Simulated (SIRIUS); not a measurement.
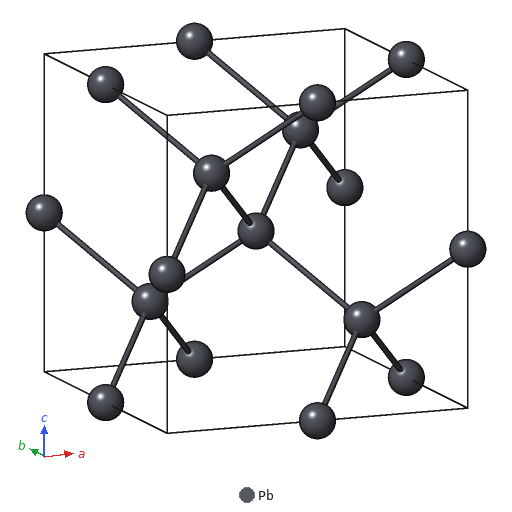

System: Pb, space group Fd-3m (No. 227). The picture shows the conventional cell.

Structure:
```
Pb
1.0
     0.00000    3.43900    3.43900
     3.43900    0.00000    3.43900
     3.43900    3.43900    0.00000
Pb
2
Direct
  0.25000 0.25000 0.25000
  0.00000 0.00000 0.00000
```

How it was computed, with SIRIUS 7.10.0: plane-wave DFT, no spin polarisation; energies at scaled volumes of the given cell, shape and fractions fixed, counted from the fit's minimum, third-order Birch-Murnaghan fit. Level: PBEsol.

```
       setting                          value
        k mesh                          7×7×7
   occupations                    Fermi–Dirac
smearing width                        0.05 eV
    potentials  dojo sr pbesol 0.4.1 standard
   wave cutoff                       765.3 eV
density cutoff                        3061 eV
```

Describe the result: the energy and pressure against volume. The volume takes the values 38.23, 39.05, 39.86, 40.67, 41.49, 42.30, 43.11 Å³/atom.

A third-order Birch–Murnaghan fit gives V0 = 41.33 Å³/atom, B0 = 30.5 GPa and B′ = 4.8. The energy is 25.73 meV/atom at volume 38.23 Å³/atom and 6.74 meV/atom at 43.11 Å³/atom; the lowest computed point is at volume 41.49 Å³/atom (0.05 meV/atom), and no other minimum shows. The pressure falls from 2.86 GPa at volume 38.23 Å³/atom to −1.17 GPa at 43.11 Å³/atom, and changes sign near 41.33 Å³/atom.

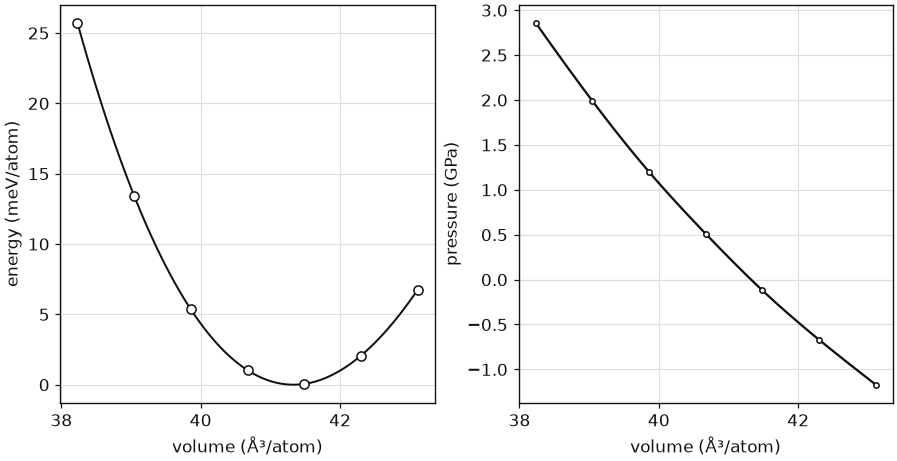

Caveats: spin-orbit coupling left out, heavy elements.
